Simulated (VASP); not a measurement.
Geometry relaxation of SiC (part 2 of 2)

Continued. System: SiC (F-43m, 2 atoms in the cell). Method: Kohn-Sham DFT of a periodic cell, PBE, VASP PAW PBE potentials, hard, no spin polarisation (VASP 6.6.1); cutoff 900 eV, 12×12×12 k-mesh, Gaussian smearing of 0.02 eV. The structure derives from an entry of the Crystallography Open Database.

Geometry of the input (Å; fractional positions):
```
0.0000  2.1790  2.1790
2.1790  0.0000  2.1790
2.1790  2.1790  0.0000
Si 0.0000  0.0000  0.0000
C  0.2500  0.2500  0.2500
```

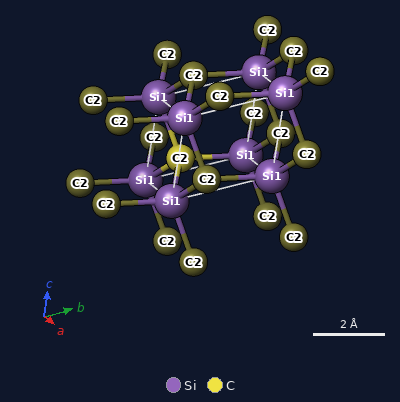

*The geometry at step 1 of the log (ball-and-stick view of the cell of the calculation, seen slightly off an axis; neighbours outside the cell are drawn fainter; atoms are numbered from 1 in the order of the input).*

## Parts of OUTCAR, continued
```
   k-points           NKPTS =     72   k-points in BZ     NKDIM =     72   number of bands    NBANDS=      8
   number of dos      NEDOS =    301   number of ions     NIONS =      2
   total plane-waves  NPLWV =  27000
   dimension x,y,z NGX =    30 NGY =   30 NGZ =   30
   dimension x,y,z NGXF=    60 NGYF=   60 NGZF=   60
   ions per type =               1   1
   NGX,Y,Z   is equivalent  to a cutoff of  16.18, 16.18, 16.18 a.u.
   NGXF,Y,Z  is equivalent  to a cutoff of  32.37, 32.37, 32.37 a.u.
 SYSTEM =  unknown system
   PREC   = accura    normal or accurate (medium, high low for compatibility)
   ISTART =      0    job   : 0-new  1-cont  2-samecut
   ICHARG =      2    charge: 1-file 2-atom 10-const
   ISPIN  =      1    spin polarized calculation?
   LNONCOLLINEAR =      F non collinear calculations
   LSORBIT =      F    spin-orbit coupling
   LASPH  =      T    aspherical Exc in radial PAW
   ENCUT  =  900.0 eV  66.15 Ry    8.13 a.u.   7.54  7.54  7.54*2*pi/ulx,y,z
   NELM   =     80;   NELMIN=  2; NELMDL= -5     # of ELM steps
   EDIFF  = 0.1E-06   stopping-criterion for ELM
   LREAL  =      F    real-space projection
   EDIFFG = -.2E-02   stopping-criterion for IOM
   NSW    =     80    number of steps for IOM
   IBRION =      2    ionic relax: 0-MD 1-quasi-New 2-CG
   NFREE  =      1    steps in history (QN), initial steepest desc. (CG)
   ISIF   =      3    stress and relaxation
   ISYM   =      2    0-nonsym 1-usesym 2-fastsym
   POTIM  = 0.5000    time-step for ionic-motion
   TEBEG  =    0.0;   TEEND  =   0.0 temperature during run
   PSTRESS=    0.0 pullay stress
   NELECT =       8.0000    total number of electrons
   NUPDOWN=      -1.0000    fix difference up-down
   EMIN   =  10.00;   EMAX   =-10.00  energy-range for DOS
   EFERMI =   0.00;   METHOD = LEGACY
   ISMEAR =     0;   SIGMA  =   0.02  broadening in eV -4-tet -1-fermi 0-gaus
   EFERMI_NEDOS =   21; number of points for ismear=-14 and -15
   IALGO  =     68    algorithm
   IMIX   =      4    mixing-type and parameters
     AMIX     =   0.40;   BMIX     =  1.00
     AMIX_MAG =   1.60;   BMIX_MAG =  1.00
  volume/ion in A,a.u.               =      10.35        69.82
  Fermi-wavevector in a.u.,A,eV,Ry     =   1.192626  2.253736 19.352338  1.422357
  Thomas-Fermi vector in A             =   2.328660
   LORBIT       =      0    0 simple, 1 ext, 2 COOP (PROOUT), +10 PAW based schemes
   GGA     = PE    functional components
   LHFCALC =     F    Hartree Fock is set to
   AEXX    =    0.0000 exact exchange contribution
   IVDW    =     0    specifies the selected vdW correction
   LEPSILON=     F    determine dielectric tensor
   LRPA    =     F    only Hartree local field effects (RPA)
 conjugate gradient relaxation of ions
 non-spin polarized calculation
 RMM-DIIS sequential band-by-band and
 Gauss-broadening in eV      SIGMA  =   0.02
  energy-cutoff  :      900.00
  volume of cell :       20.69
 maximum number of plane-waves:      1303
   NGX = 15   NGY = 15   NGZ = 15

--------------------------------------- Ionic step        1  -------------------------------------------

 number of electron       8.0000000 magnetization

 Free energy of the ion-electron system (eV)
  ---------------------------------------------------
  ext. energy  EPLUGINS =         0.00000000
  ---------------------------------------------------
  free energy    TOTEN  =       -15.06609249 eV

  energy without entropy =      -15.06609249  energy(sigma->0) =      -15.06609249

------------------------ aborting loop because EDIFF is reached ----------------------------------------

  FORCE on cell =-STRESS in cart. coord.  units (eV):
  Direction    XX          YY          ZZ          XY          YZ          ZX
  --------------------------------------------------------------------------------------
  -------------------------------------------------------------------------------------
  Total        0.3896386      0.3896386      0.3896386      0.0000000      0.0000000      0.0000000
  in kB       30.1696921     30.1696921     30.1696921      0.0000000      0.0000000      0.0000000
  external PRESSURE =      30.1696921 kB  Pullay stress =       0.0000000 kB

 VOLUME and BASIS-vectors are now :
 -----------------------------------------------------------------------------
  energy-cutoff  :      900.00
  volume of cell :       20.69
      direct lattice vectors                 reciprocal lattice vectors
     0.000000000  2.179000000  2.179000000    -0.229463056  0.229463056  0.229463056
     2.179000000  0.000000000  2.179000000     0.229463056 -0.229463056  0.229463056
     2.179000000  2.179000000  0.000000000     0.229463056  0.229463056 -0.229463056

 POSITION                                       TOTAL-FORCE (eV/Angst)
 -----------------------------------------------------------------------------------
      0.00000      0.00000      0.00000        -0.000000     -0.000000     -0.000000
      1.08950      1.08950      1.08950         0.000000      0.000000      0.000000
 -----------------------------------------------------------------------------------
    total drift:                               -0.000000     -0.000000     -0.000000

  FREE ENERGIE OF THE ION-ELECTRON SYSTEM (eV)
  ---------------------------------------------------
  free  energy   TOTEN  =       -15.0660924862 eV

  energy  without entropy=      -15.0660924862  energy(sigma->0) =      -15.06609249

--------------------------------------- Ionic step        2  -------------------------------------------

 number of electron       8.0000000 magnetization

------------------------ aborting loop because EDIFF is reached ----------------------------------------

  FORCE on cell =-STRESS in cart. coord.  units (eV):
  Direction    XX          YY          ZZ          XY          YZ          ZX
  --------------------------------------------------------------------------------------
  -------------------------------------------------------------------------------------
  Total       -0.3981749     -0.3981749     -0.3981749     -0.0000000      0.0000000      0.0000000
  in kB      -29.9774520    -29.9774520    -29.9774520     -0.0000000      0.0000000      0.0000000
  external PRESSURE =     -29.9774520 kB  Pullay stress =       0.0000000 kB

 VOLUME and BASIS-vectors are now :
 -----------------------------------------------------------------------------
  energy-cutoff  :      900.00
  volume of cell :       21.28
      direct lattice vectors                 reciprocal lattice vectors
     0.000000000  2.199479550  2.199479550    -0.227326505  0.227326505  0.227326505
     2.199479550  0.000000000  2.199479550     0.227326505 -0.227326505  0.227326505
     2.199479550  2.199479550  0.000000000     0.227326505  0.227326505 -0.227326505

 POSITION                                       TOTAL-FORCE (eV/Angst)
 -----------------------------------------------------------------------------------
      4.39896      2.19948      2.19948         0.000000      0.000000      0.000000
      1.09974      1.09974      1.09974        -0.000000     -0.000000     -0.000000
 -----------------------------------------------------------------------------------
    total drift:                               -0.000000     -0.000000     -0.000000

  FREE ENERGIE OF THE ION-ELECTRON SYSTEM (eV)
  ---------------------------------------------------
  free  energy   TOTEN  =       -15.0658523837 eV

  energy  without entropy=      -15.0658523837  energy(sigma->0) =      -15.06585238

--------------------------------------- Ionic step        3  -------------------------------------------

 number of electron       8.0000000 magnetization

 Free energy of the ion-electron system (eV)
  ---------------------------------------------------
  ext. energy  EPLUGINS =         0.00000000
  ---------------------------------------------------
  free energy    TOTEN  =       -15.06873660 eV

  energy without entropy =      -15.06873660  energy(sigma->0) =      -15.06873660

 E-fermi :   8.3847     XC(G=0): -11.3305     alpha+bet :-16.4733

 val. band max:        8.2805277559   @ k =   0.0000   0.0000   0.0000
 cond. band min:       9.6523914333   @ k =   0.5000   0.5000   0.0000
 fundamental gap:      1.3718636775
 Fermi energy:         8.3847316088

 k-point     1 :       0.0000    0.0000    0.0000
  band No.  band energies     occupation
      1      -7.0140      2.00000
      2       8.2805      2.00000
      3       8.2805      2.00000
      4       8.2805      2.00000
      5      14.3556      0.00000
      6      15.4960      0.00000
      7      15.4960      0.00000
      8      15.4960      0.00000

 k-point     2 :       0.0833    0.0000    0.0000
  band No.  band energies     occupation
      1      -6.8797      2.00000
      2       7.5548      2.00000
      3       8.1859      2.00000
      4       8.1859      2.00000
      5      14.6087      0.00000
      6      15.6371      0.00000
      7      15.6703      0.00000
      8      15.6703      0.00000

 k-point     3 :       0.1667    0.0000    0.0000
  band No.  band energies     occupation
      1      -6.4807      2.00000
      2       5.9199      2.00000
      3       7.9517      2.00000
      4       7.9517      2.00000
      5      14.5014      0.00000
      6      16.0122      0.00000
      7      16.0122      0.00000
      8      16.5080      0.00000

 k-point     4 :       0.2500    0.0000    0.0000
  band No.  band energies     occupation
      1      -5.8320      2.00000
      2       4.0140      2.00000
      3       7.6766      2.00000
      4       7.6766      2.00000
      5      14.1512      0.00000
      6      16.1061      0.00000
      7      16.1061      0.00000
      8      17.5131      0.00000

 k-point     5 :       0.3333    0.0000    0.0000
  band No.  band energies     occupation
      1      -4.9728      2.00000
      2       2.1498      2.00000
      3       7.4398      2.00000
      4       7.4398      2.00000
      5      13.8472      0.00000
      6      15.8574      0.00000
      7      15.8574      0.00000
      8      18.0995      0.00000

 [... the levels of 18 k-points are left out ...]

 k-point    24 :      -0.4167    0.1667    0.0000
  band No.  band energies     occupation
      1      -3.1783      2.00000
      2       0.3390      2.00000
      3       5.2129      2.00000
      4       6.7782      2.00000
      5      13.3832      0.00000
      6      15.9078      0.00000
      7      16.7539      0.00000
      8      19.3306      0.00000

 [... further k-points ...]

------------------------ aborting loop because EDIFF is reached ----------------------------------------

  FORCE on cell =-STRESS in cart. coord.  units (eV):
  Direction    XX          YY          ZZ          XY          YZ          ZX
  --------------------------------------------------------------------------------------
  -------------------------------------------------------------------------------------
  Total        0.0004127      0.0004127      0.0004127      0.0000000      0.0000000     -0.0000000
  in kB        0.0315209      0.0315209      0.0315209      0.0000000      0.0000000     -0.0000000
  external PRESSURE =       0.0315209 kB  Pullay stress =       0.0000000 kB

 VOLUME and BASIS-vectors are now :
 -----------------------------------------------------------------------------
  energy-cutoff  :      900.00
  volume of cell :       20.98
      direct lattice vectors                 reciprocal lattice vectors
     0.000000000  2.188963324  2.188963324    -0.228418628  0.228418628  0.228418628
     2.188963324  0.000000000  2.188963324     0.228418628 -0.228418628  0.228418628
     2.188963324  2.188963324  0.000000000     0.228418628  0.228418628 -0.228418628

 POSITION                                       TOTAL-FORCE (eV/Angst)
 -----------------------------------------------------------------------------------
      0.00000      0.00000      0.00000        -0.000000     -0.000000     -0.000000
      1.09448      1.09448      1.09448         0.000000      0.000000      0.000000
 -----------------------------------------------------------------------------------
    total drift:                               -0.000000     -0.000000     -0.000000

  FREE ENERGIE OF THE ION-ELECTRON SYSTEM (eV)
  ---------------------------------------------------
  free  energy   TOTEN  =       -15.0687365983 eV

  energy  without entropy=      -15.0687365983  energy(sigma->0) =      -15.06873660

 reached required accuracy - stopping structural energy minimisation
```

## CONTCAR
```
SiC
   1.00000000000000
     0.0000000000000000    2.1889633244573079    2.1889633244573079
     2.1889633244573079    0.0000000000000000    2.1889633244573079
     2.1889633244573079    2.1889633244573079    0.0000000000000000
  Si              C
     1     1
Direct
     0.0000000000000000    0.0000000000000000    0.0000000000000000
     0.2500000000000000    0.2500000000000000    0.2500000000000000

  0.00000000E+00  0.00000000E+00  0.00000000E+00
  0.00000000E+00  0.00000000E+00  0.00000000E+00
```

## Trajectory as extended XYZ (Å, eV, eV/Å), 3 frames, from step=0 to step=2
```
2
Lattice="0.0000 2.1790 2.1790 2.1790 0.0000 2.1790 2.1790 2.1790 0.0000" Properties=species:S:1:pos:R:3:forces:R:3 step=0 energy=-15.06609
Si    0.0000    0.0000    0.0000    0.0000   0.0000   0.0000
C     1.0895    1.0895    1.0895    0.0000   0.0000   0.0000
2
Lattice="0.0000 2.1995 2.1995 2.1995 0.0000 2.1995 2.1995 2.1995 0.0000" Properties=species:S:1:pos:R:3:forces:R:3 step=1 energy=-15.06585
Si    4.3990    2.1995    2.1995    0.0000   0.0000   0.0000
C     1.0997    1.0997    1.0997    0.0000   0.0000   0.0000
2
Lattice="0.0000 2.1890 2.1890 2.1890 0.0000 2.1890 2.1890 2.1890 0.0000" Properties=species:S:1:pos:R:3:forces:R:3 step=2 energy=-15.06874
Si    0.0000    0.0000    0.0000    0.0000   0.0000   0.0000
C     1.0945    1.0945    1.0945    0.0000   0.0000   0.0000
```

## Results in brief

- outcome: converged
- space group (tolerance 0.01 Å): F-43m (216)
- electrons treated: 8
- free energy: −15.0687 eV
- gap on the k-point mesh: 1.37 eV
- pressure: 0.00 GPa
- final volume: 20.98 Å³
- largest force (length of the vector) at the end: under 0.001 eV/Å
- final cell: a = 3.096 Å, b = 3.096 Å, c = 3.096 Å, α = 60.00°, β = 60.00°, γ = 60.00°
- hardware: 1 thread of Intel Xeon (Sapphire Rapids), 360 GiB of memory available, shared host
- wall time: 65 s
- peak memory: 0.18 GiB
